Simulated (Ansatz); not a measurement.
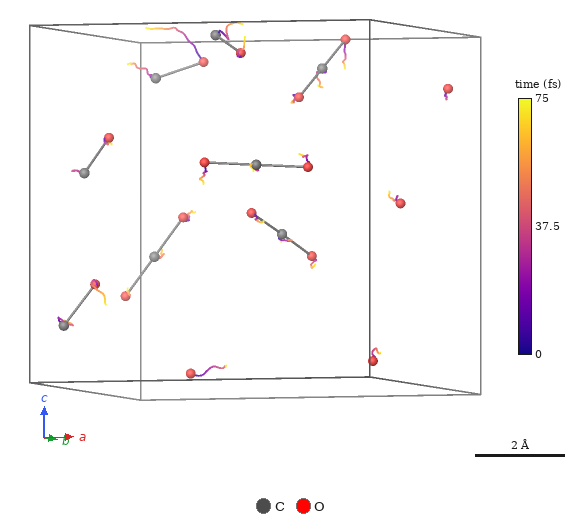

A Born-Oppenheimer molecular dynamics run of a periodic cell with 8 CO2 at 1.107 g/cm³, 75 fs long. Lines trace each atom's path, coloured by time; spheres stand at the starting positions. Seen from a free direction in the simulation cell.

These are results of Ansatz, DFT PBE-D3(BJ), scalar-relativistic, plane waves, PAW, not measurements. Run with plane-wave cutoff 420 eV; k-point mesh 1 × 1 × 1; Fermi-Dirac smearing 0.05 eV; Langevin thermostat (NVT); set temperature 1500 K; time step 1.5 fs; friction 0.02 per fs.

Input
```yaml
crystal:
  lattice:
    - [8.08248, 0.0, 0.0]
    - [0.0, 8.08248, 0.0]
    - [0.0, 0.0, 8.08248]
  atoms:
    - { symbol: C, position: [0.59313903, 0.81804297, 0.91002869] }
    - { symbol: O, position: [0.62514421, 0.92962469, 0.99624044] }
    - { symbol: O, position: [0.56165838, 0.70503697, 0.82453051] }
    - { symbol: C, position: [1.01501213, 0.44691737, 0.60825956] }
    - { symbol: O, position: [0.92497243, 0.50733819, 0.5119755] }
    - { symbol: O, position: [1.10661234, 0.38789112, 0.70312193] }
    - { symbol: C, position: [0.02867266, 0.22081361, 0.17025539] }
    - { symbol: O, position: [0.11766042, 0.22971518, 0.28465332] }
    - { symbol: O, position: [-0.0597551, 0.21256104, 0.05586048] }
    - { symbol: C, position: [0.6293463, 0.11368812, 0.60545521] }
    - { symbol: O, position: [0.49178664, 0.06956886, 0.61208465] }
    - { symbol: O, position: [0.76797103, 0.15545053, 0.59897758] }
    - { symbol: C, position: [0.54693102, 0.5975346, 0.43666995] }
    - { symbol: O, position: [0.59348296, 0.72348799, 0.38050988] }
    - { symbol: O, position: [0.49894479, 0.47092636, 0.49017384] }
    - { symbol: C, position: [0.0980944, 0.82248293, 0.39122957] }
    - { symbol: O, position: [0.1918483, 0.79403735, 0.49857505] }
    - { symbol: O, position: [0.00424793, 0.85013154, 0.28382608] }
    - { symbol: C, position: [0.41468143, 0.40496075, -0.01384669] }
    - { symbol: O, position: [0.31336956, 0.49144796, 0.04460968] }
    - { symbol: O, position: [0.51698299, 0.31878604, -0.06964778] }
    - { symbol: C, position: [0.09665383, 0.83957436, 0.89184098] }
    - { symbol: O, position: [-0.0207065, 0.76902829, 0.84482739] }
    - { symbol: O, position: [0.21391402, 0.90999351, 0.93877579] }
basis:
  ecutwfc: 420.0
kpoints:
  mp_grid: { grid: [1, 1, 1] }
hamiltonian:
  xc: pbe
  dispersion: d3bj
scf:
  occupations: { method: fermi_dirac, width: 0.05 }
  lower_state_search: "off"
md:
  timestep: 1.5
  n_steps: 50
  ensemble: nvt_langevin
  temperature: 1500.0
  initial_velocities: maxwell_boltzmann
  seed: 763983
  friction: 0.02
```

Run as
```bash
ansatz run input.yaml --threads 1 --pin off --max-ram 3072MiB --backend cpu --events-out ev --progress --plain --runs-dir out
```

Question: How do the atoms move?

Answer: In the second half of the run the atoms are, in the root-mean-square, this far from where they began (common drift taken out): O 0.56 Å, C 0.34 Å. The heavy atoms stay within a fraction of a molecule's size of their starting places; so short a run doesn't tell a liquid from a solid. The mean temperature in the second half is 1381 K (standard deviation 104 K). The potential energy in the second half lies on average 107 meV per atom above the first frame.

Limits of the set-up: the periodic images lie only 8.1 Å apart, so the values are limited by the cell's size.

The run took 12 min on 1 thread of Intel(R) Xeon(R) Processor @ 2.50GHz (Skylake/Cascade Lake) (shared host), peak memory 0.54 GiB.
